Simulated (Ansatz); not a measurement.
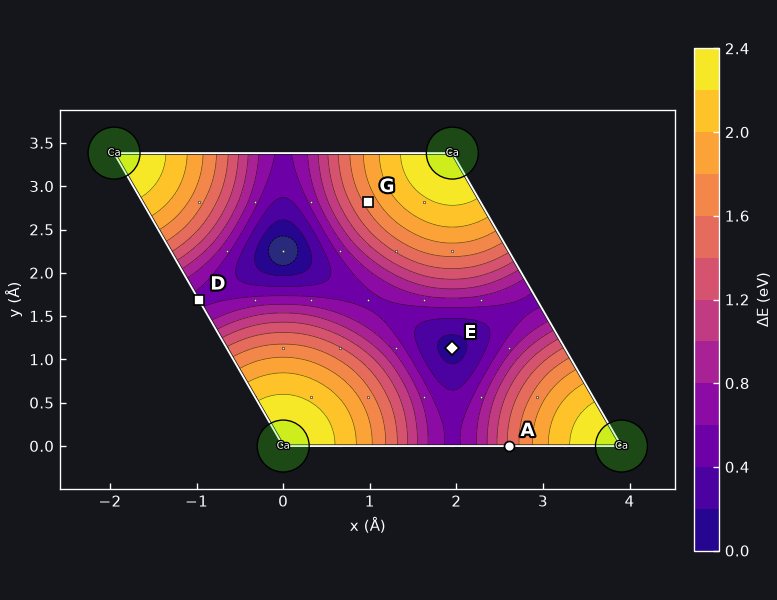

S on a Ca(111) slab cut from the Fm-3m phase, its upper half relaxed before the scan (8 atoms of substrate and one adsorbate in a 2 × 2 cell). S is moved over the surface cell; relaxed at each place: the height of the adsorbate's atoms; substrate rigid; the origin of the map has the adsorbate above Ca5. Places are given modulo a cell vector. The map is drawn in real space over the plane of the surface. Grid: 6 × 6 points; 10 points were computed and 26 follow by symmetry. Places are given in fractions of the 1 × 1 surface cell. All energies are given in eV relative to the lowest grid point. The runs have no spin polarisation; a magnetic state may lie lower. Theory: DFT PBE, scalar-relativistic, plane waves, PAW in Ansatz. Settings: cutoff 420 eV, k-mesh 6×6×1, gaussian smearing 0.1 eV, no spin polarisation.

The picture shows filled contours, dots at the grid points, labelled circles for the atoms of the top layer and small ones for the second layer, the outline of one cell of the plane, lettered points. Between grid points the surface is interpolated.

Question: Is D the lowest point of the computed grid?

Answer: No. D lies 0.57 eV above the lowest grid point, which is at a threefold hollow over a second-layer Ca atom, (2/6, 4/6) of the cell vectors.

Question: Rank the lettered points by energy, lowest first.

Answer: E (0.15 eV), D (0.57 eV), A (1.43 eV), G (1.67 eV).
